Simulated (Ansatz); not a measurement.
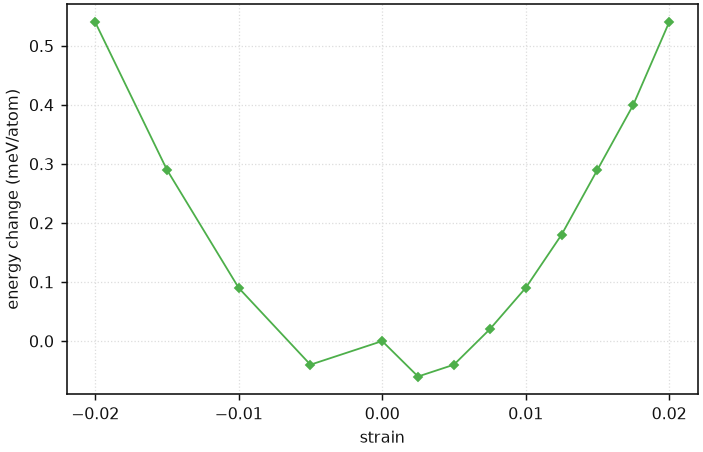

The picture above shows the energy change against strain.

How it was computed, with Ansatz 0.2.0: homogeneous strain of a crystal along one Voigt pattern with engineering shear, fractional coordinates fixed, by plane-wave density functional theory with PAW datasets, free energies less that of the undisturbed cell, pressure positive in compression; scalar-relativistic. Level: PBE, no spin polarisation.

### For which of these solids was it computed?
A. Nb, Im-3m (No. 229), 18.4 Å³/atom, strain pattern [0, 0, 0, 1, 0, 0]
B. KZnF₃, Pm-3m (No. 221), 13.3 Å³/atom, strain pattern [0, 0, 0, 1, 0, 0]
C. PbS, Fm-3m (No. 225), 26.1 Å³/atom, strain pattern [0, 0, 0, 1, 0, 0]

B, KZnF₃: energy change from −0.06 meV/atom to 0.54 meV/atom. The others give: PbS, energy change from 0.00 meV/atom to 37.41 meV/atom; Nb, energy change from 0.00 meV/atom to 8.57 meV/atom.

For KZnF₃, limits of the calculation: reference crystal is not relaxed.

For Nb, limits of the calculation: reference crystal is not relaxed.

For PbS, limits of the calculation: gap closes along the scan on a mesh chosen for the insulator; narrow smearing for a metal; reference crystal is not relaxed.
